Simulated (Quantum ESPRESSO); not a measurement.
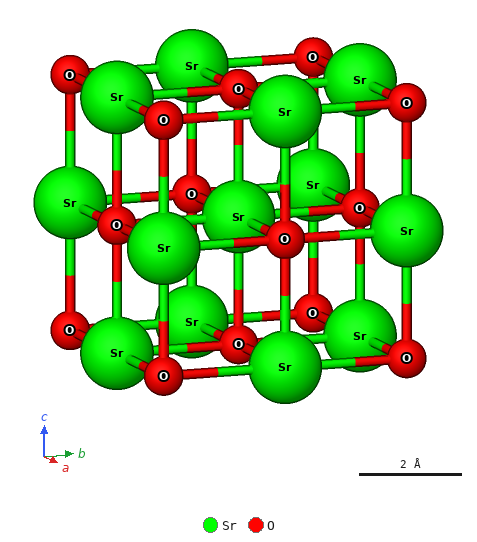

Fig. 1: The structure as given in the input (ball-and-stick view of the cell 4 times as large as that of the calculation, set on its symmetry axes, seen slightly off an axis). An atom can appear more than once, as a periodic image. Near neighbours in the periodic cell (some may lie outside the picture): Sr has 6 O at 2.57 Å; O has 6 Sr at 2.57 Å.

**Run report: SrO, band-structure run (part 1 of 2)**

- system: SrO (2 atoms in the cell)
- method: Kohn-Sham DFT of a periodic cell, PBE, spin-orbit coupling, PseudoDojo 0.4 FR PBE standard, no spin polarisation (Quantum ESPRESSO 7.5)

The structure derives from an entry of the Crystallography Open Database.

The input:
```
&CONTROL
  calculation = 'scf'
  prefix = 'pwscf'
  outdir = './tmp'
  pseudo_dir = './pseudo'
  tprnfor = .true.
  tstress = .true.
  disk_io = 'low'
/
&SYSTEM
  ibrav = 0
  nat = 2
  ntyp = 2
  ecutwfc = 84
  nbnd = 28
  occupations = 'smearing'
  smearing = 'fd'
  degauss = 0.00367493
  noncolin = .true.
  lspinorb = .true.
/
&ELECTRONS
  conv_thr = 4d-10
  electron_maxstep = 120
  mixing_beta = 0.5
/
ATOMIC_SPECIES
Sr    87.6200 Sr.upf
O     15.9990 O.upf
CELL_PARAMETERS bohr
   0.0000000000    4.8496041536    4.8496041536
   4.8496041536    0.0000000000    4.8496041536
   4.8496041536    4.8496041536    0.0000000000
ATOMIC_POSITIONS bohr
Sr     4.8496041536    4.8496041536    4.8496041536
O      0.0000000000    0.0000000000    0.0000000000
K_POINTS automatic
9 9 9 0 0 0
```

File bands.in:
```
&CONTROL
  calculation = 'bands'
  prefix = 'pwscf'
  outdir = './tmp'
  pseudo_dir = './pseudo'
  disk_io = 'low'
  verbosity = 'high'
/
&SYSTEM
  ibrav = 0
  nat = 2
  ntyp = 2
  ecutwfc = 84
  nbnd = 28
  occupations = 'smearing'
  smearing = 'fd'
  degauss = 0.00367493
  noncolin = .true.
  lspinorb = .true.
/
&ELECTRONS
  conv_thr = 1d-08
  electron_maxstep = 120
  mixing_beta = 0.5
  diago_full_acc = .true.
  startingwfc = 'random'
/
ATOMIC_SPECIES
Sr    87.6200 Sr.upf
O     15.9990 O.upf
CELL_PARAMETERS bohr
   0.0000000000    4.8496041536    4.8496041536
   4.8496041536    0.0000000000    4.8496041536
   4.8496041536    4.8496041536    0.0000000000
ATOMIC_POSITIONS bohr
Sr     4.8496041536    4.8496041536    4.8496041536
O      0.0000000000    0.0000000000    0.0000000000
K_POINTS crystal
60
 0.0000000000  0.0000000000  0.0000000000 1
 0.0625000000  0.0000000000  0.0625000000 1
 0.1250000000  0.0000000000  0.1250000000 1
 0.1875000000  0.0000000000  0.1875000000 1
 0.2500000000  0.0000000000  0.2500000000 1
 0.3125000000  0.0000000000  0.3125000000 1
 0.3750000000  0.0000000000  0.3750000000 1
 0.4375000000  0.0000000000  0.4375000000 1
 0.5000000000  0.0000000000  0.5000000000 1
 0.5000000000  0.0625000000  0.5625000000 1
 0.5000000000  0.1250000000  0.6250000000 1
 0.5000000000  0.1875000000  0.6875000000 1
 0.5000000000  0.2500000000  0.7500000000 1
 0.4375000000  0.3125000000  0.7500000000 1
 0.3750000000  0.3750000000  0.7500000000 1
 0.3375000000  0.3375000000  0.6750000000 1
 0.3000000000  0.3000000000  0.6000000000 1
 0.2625000000  0.2625000000  0.5250000000 1
 0.2250000000  0.2250000000  0.4500000000 1
 0.1875000000  0.1875000000  0.3750000000 1
 0.1500000000  0.1500000000  0.3000000000 1
 0.1125000000  0.1125000000  0.2250000000 1
 0.0750000000  0.0750000000  0.1500000000 1
 0.0375000000  0.0375000000  0.0750000000 1
 0.0000000000  0.0000000000  0.0000000000 1
 0.0625000000  0.0625000000  0.0625000000 1
 0.1250000000  0.1250000000  0.1250000000 1
 0.1875000000  0.1875000000  0.1875000000 1
 0.2500000000  0.2500000000  0.2500000000 1
 0.3125000000  0.3125000000  0.3125000000 1
 0.3750000000  0.3750000000  0.3750000000 1
 0.4375000000  0.4375000000  0.4375000000 1
 0.5000000000  0.5000000000  0.5000000000 1
 0.5250000000  0.4500000000  0.5250000000 1
 0.5500000000  0.4000000000  0.5500000000 1
 0.5750000000  0.3500000000  0.5750000000 1
 0.6000000000  0.3000000000  0.6000000000 1
 0.6250000000  0.2500000000  0.6250000000 1
 0.5833333333  0.2500000000  0.6666666667 1
 0.5416666667  0.2500000000  0.7083333333 1
 0.5000000000  0.2500000000  0.7500000000 1
 0.5000000000  0.2857142857  0.7142857143 1
 0.5000000000  0.3214285714  0.6785714286 1
 0.5000000000  0.3571428571  0.6428571429 1
 0.5000000000  0.3928571429  0.6071428571 1
 0.5000000000  0.4285714286  0.5714285714 1
 0.5000000000  0.4642857143  0.5357142857 1
 0.5000000000  0.5000000000  0.5000000000 1
 0.4821428571  0.4821428571  0.5357142857 1
 0.4642857143  0.4642857143  0.5714285714 1
 0.4464285714  0.4464285714  0.6071428571 1
 0.4285714286  0.4285714286  0.6428571429 1
 0.4107142857  0.4107142857  0.6785714286 1
 0.3928571429  0.3928571429  0.7142857143 1
 0.3750000000  0.3750000000  0.7500000000 1
 0.6250000000  0.2500000000  0.6250000000 1
 0.5937500000  0.1875000000  0.5937500000 1
 0.5625000000  0.1250000000  0.5625000000 1
 0.5312500000  0.0625000000  0.5312500000 1
 0.5000000000  0.0000000000  0.5000000000 1
```

Launch command:
```bash
OMP_NUM_THREADS=1 pw.x -in pw.in > pw.out
OMP_NUM_THREADS=1 pw.x -in bands.in > bands.out
```

Output:
```
This program is part of the open-source Quantum ESPRESSO suite
     for quantum simulation of materials; please cite
         "P. Giannozzi et al., J. Phys.:Condens. Matter 21 395502 (2009);
         "P. Giannozzi et al., J. Phys.:Condens. Matter 29 465901 (2017);
         "P. Giannozzi et al., J. Chem. Phys. 152 154105 (2020);
          URL
     in publications or presentations arising from this work. More details at

     Message from routine setup:
     using ibrav=0 with symmetry is DISCOURAGED, use correct ibrav instead

     G-vector sticks info
     --------------------
     sticks:   dense  smooth     PW     G-vecs:    dense   smooth      PW
     Sum        1075    1075    313                23589    23589    3839

     Using Slab Decomposition

     bravais-lattice index     =            0
     lattice parameter (alat)  =       6.8584  a.u.
     unit-cell volume          =     228.1124 (a.u.)^3
     number of atoms/cell      =            2
     number of atomic types    =            2
     number of electrons       =        16.00
     number of Kohn-Sham states=           28
     kinetic-energy cutoff     =      84.0000  Ry
     charge density cutoff     =     336.0000  Ry
     scf convergence threshold =      4.0E-10
     mixing beta               =       0.5000
     number of iterations used =            8  plain     mixing
     Exchange-correlation= PBE
                           (   1   4   3   4   0   0   0)
     Non magnetic calculation with spin-orbit

     celldm(1)=   6.858376  celldm(2)=   0.000000  celldm(3)=   0.000000
     celldm(4)=   0.000000  celldm(5)=   0.000000  celldm(6)=   0.000000

     crystal axes: (cart. coord. in units of alat)
               a(1) = (   0.000000   0.707107   0.707107 )
               a(2) = (   0.707107   0.000000   0.707107 )
               a(3) = (   0.707107   0.707107   0.000000 )

     reciprocal axes: (cart. coord. in units 2 pi/alat)
               b(1) = ( -0.707107  0.707107  0.707107 )
               b(2) = (  0.707107 -0.707107  0.707107 )
               b(3) = (  0.707107  0.707107 -0.707107 )

     PseudoPot. # 1 for Sr read from file:
     Sr.upf
     Pseudo is Norm-conserving + core correction, Zval = 10.0
     Generated using ONCVPSP code by D. R. Hamann
     Using radial grid of 1834 points, 10 beta functions with:
                l(1) =   0
                l(2) =   0
                l(3) =   1
                l(4) =   1
                l(5) =   1
                l(6) =   1
                l(7) =   2
                l(8) =   2
                l(9) =   2
               l(10) =   2

     PseudoPot. # 2 for O  read from file:
     O.upf
     Pseudo is Norm-conserving + core correction, Zval =  6.0
     Generated using ONCVPSP code by D. R. Hamann
     Using radial grid of  936 points,  8 beta functions with:
                l(1) =   0
                l(2) =   0
                l(3) =   1
                l(4) =   1
                l(5) =   1
                l(6) =   1
                l(7) =   2
                l(8) =   2

     atomic species   valence    mass     pseudopotential
     Sr               10.00    87.62000     Sr( 1.00)
     O                 6.00    15.99900     O ( 1.00)

     48 Sym. Ops., with inversion, found

   Cartesian axes

     site n.     atom                  positions (alat units)
         1        Sr     tau(   1) = (   0.7071068   0.7071068   0.7071068  )
         2        O      tau(   2) = (   0.0000000   0.0000000   0.0000000  )

     number of k points=    35  Fermi-Dirac smearing, width (Ry)=  0.0037
                       cart. coord. in units 2pi/alat
        k(    1) = (   0.0000000   0.0000000   0.0000000), wk =   0.0013717
        k(    2) = (   0.0785674   0.0785674  -0.0785674), wk =   0.0109739
        k(    3) = (   0.1571348   0.1571348  -0.1571348), wk =   0.0109739
        k(    4) = (   0.2357023   0.2357023  -0.2357023), wk =   0.0109739
        k(    5) = (   0.3142697   0.3142697  -0.3142697), wk =   0.0109739
        k(    6) = (   0.1571348   0.0000000  -0.0000000), wk =   0.0082305
        k(    7) = (   0.2357023   0.0785674  -0.0785674), wk =   0.0329218
        k(    8) = (   0.3142697   0.1571348  -0.1571348), wk =   0.0329218
        k(    9) = (   0.3928371   0.2357023  -0.2357023), wk =   0.0329218
        k(   10) = (  -0.2357023  -0.3928371   0.3928371), wk =   0.0329218
        k(   11) = (  -0.1571348  -0.3142697   0.3142697), wk =   0.0329218
        k(   12) = (  -0.0785674  -0.2357023   0.2357023), wk =   0.0329218
        k(   13) = (  -0.0000000  -0.1571348   0.1571348), wk =   0.0164609
        k(   14) = (   0.3142697   0.0000000  -0.0000000), wk =   0.0082305
        k(   15) = (   0.3928371   0.0785674  -0.0785674), wk =   0.0329218
        k(   16) = (   0.4714045   0.1571348  -0.1571348), wk =   0.0329218
        k(   17) = (  -0.1571348  -0.4714045   0.4714045), wk =   0.0329218
        k(   18) = (  -0.0785674  -0.3928371   0.3928371), wk =   0.0329218
        k(   19) = (  -0.0000000  -0.3142697   0.3142697), wk =   0.0164609
        k(   20) = (   0.4714045   0.0000000  -0.0000000), wk =   0.0082305
        k(   21) = (   0.5499719   0.0785674  -0.0785674), wk =   0.0329218
        k(   22) = (  -0.0785674  -0.5499719   0.5499719), wk =   0.0329218
        k(   23) = (  -0.0000000  -0.4714045   0.4714045), wk =   0.0164609
        k(   24) = (   0.6285394   0.0000000  -0.0000000), wk =   0.0082305
        k(   25) = (  -0.0000000  -0.6285394   0.6285394), wk =   0.0164609
        k(   26) = (   0.3142697   0.1571348  -0.0000000), wk =   0.0329218
        k(   27) = (   0.3928371   0.2357023  -0.0785674), wk =   0.0658436
        k(   28) = (  -0.2357023  -0.3928371   0.5499719), wk =   0.0658436
        k(   29) = (   0.4714045   0.1571348  -0.0000000), wk =   0.0329218
        k(   30) = (  -0.1571348  -0.4714045   0.6285394), wk =   0.0658436
        k(   31) = (  -0.0785674  -0.3928371   0.5499719), wk =   0.0658436
        k(   32) = (  -0.0000000  -0.3142697   0.4714045), wk =   0.0329218
        k(   33) = (  -0.0785674  -0.5499719   0.7071068), wk =   0.0329218
        k(   34) = (  -0.0000000  -0.4714045   0.6285394), wk =   0.0329218
        k(   35) = (  -0.0785674  -0.3928371   0.7071068), wk =   0.0329218

     Dense  grid:    23589 G-vectors     FFT dimensions: (  45,  45,  45)

     Initial potential from superposition of free atoms

     starting charge      15.9916, renormalised to      16.0000
     Starting wfcs are   18 randomized atomic wfcs +   10 random wfcs

     Self-consistent Calculation

     iteration #  1     ecut=    84.00 Ry     beta= 0.50
     Davidson diagonalization with overlap
     ethr =  1.00E-02,  avg # of iterations =  7.7

     total energy              =    -101.55609671 Ry
     estimated scf accuracy    <       0.60919590 Ry

     iteration #  2     ecut=    84.00 Ry     beta= 0.50
     Davidson diagonalization with overlap
     ethr =  3.81E-03,  avg # of iterations =  2.0

     total energy              =    -101.69965880 Ry
     estimated scf accuracy    <       0.43317177 Ry

     iteration #  3     ecut=    84.00 Ry     beta= 0.50
     Davidson diagonalization with overlap
     ethr =  2.71E-03,  avg # of iterations =  2.1

     total energy              =    -101.78142627 Ry
     estimated scf accuracy    <       0.01071342 Ry

     iteration #  4     ecut=    84.00 Ry     beta= 0.50
     Davidson diagonalization with overlap
     ethr =  6.70E-05,  avg # of iterations =  3.3

     total energy              =    -101.78351026 Ry
     estimated scf accuracy    <       0.00822623 Ry

     iteration #  5     ecut=    84.00 Ry     beta= 0.50
     Davidson diagonalization with overlap
     ethr =  5.14E-05,  avg # of iterations =  1.0

     total energy              =    -101.78404519 Ry
     estimated scf accuracy    <       0.00040301 Ry

     iteration #  6     ecut=    84.00 Ry     beta= 0.50
     Davidson diagonalization with overlap
     ethr =  2.52E-06,  avg # of iterations =  3.0

     total energy              =    -101.78410846 Ry
     estimated scf accuracy    <       0.00000357 Ry

     iteration #  7     ecut=    84.00 Ry     beta= 0.50
     Davidson diagonalization with overlap
     ethr =  2.23E-08,  avg # of iterations =  2.0

     total energy              =    -101.78410913 Ry
     estimated scf accuracy    <       0.00000231 Ry

     iteration #  8     ecut=    84.00 Ry     beta= 0.50
     Davidson diagonalization with overlap
     ethr =  1.45E-08,  avg # of iterations =  1.2

     total energy              =    -101.78410952 Ry
     estimated scf accuracy    <       0.00000003 Ry

     iteration #  9     ecut=    84.00 Ry     beta= 0.50
     Davidson diagonalization with overlap
     ethr =  1.80E-10,  avg # of iterations =  2.5

     total energy              =    -101.78410952 Ry
     estimated scf accuracy    <       0.00000003 Ry

     iteration # 10     ecut=    84.00 Ry     beta= 0.50
     Davidson diagonalization with overlap
     ethr =  1.64E-10,  avg # of iterations =  2.0

     total energy              =    -101.78410952 Ry
     estimated scf accuracy    <          8.5E-10 Ry

     iteration # 11     ecut=    84.00 Ry     beta= 0.50
     Davidson diagonalization with overlap
     ethr =  5.33E-12,  avg # of iterations =  1.4

     End of self-consistent calculation

          k = 0.0000 0.0000 0.0000 (  2975 PWs)   bands (ev):

   -24.1855 -24.1855  -6.9293  -6.9293  -6.6190  -6.6190  -5.4457  -5.4457
    -5.4457  -5.4457   8.0554   8.0554   8.1178   8.1178   8.1178   8.1178
    12.1575  12.1575  14.3656  14.3656  14.3656  14.3656  14.4034  14.4034
    16.5641  16.5641  16.5641  16.5641

          k = 0.0786 0.0786-0.0786 (  2963 PWs)   bands (ev):

   -24.1692 -24.1692  -7.2948  -7.2948  -6.4518  -6.4518  -5.4559  -5.4559
    -5.2976  -5.2976   7.7303   7.7303   7.9260   7.9260   7.9602   7.9602
    12.7188  12.7188  14.2402  14.2402  14.6068  14.6068  14.6330  14.6330
    16.8852  16.8852  16.8910  16.8910

          k = 0.1571 0.1571-0.1571 (  2947 PWs)   bands (ev):

   -24.1276 -24.1276  -7.8149  -7.8149  -6.3673  -6.3673  -5.4814  -5.4814
    -4.9891  -4.9891   7.0144   7.0144   7.5696   7.5696   7.5972   7.5972
    13.9666  13.9666  14.1742  14.1742  15.2783  15.2783  15.3068  15.3068
    17.7168  17.7168  17.7370  17.7370
```
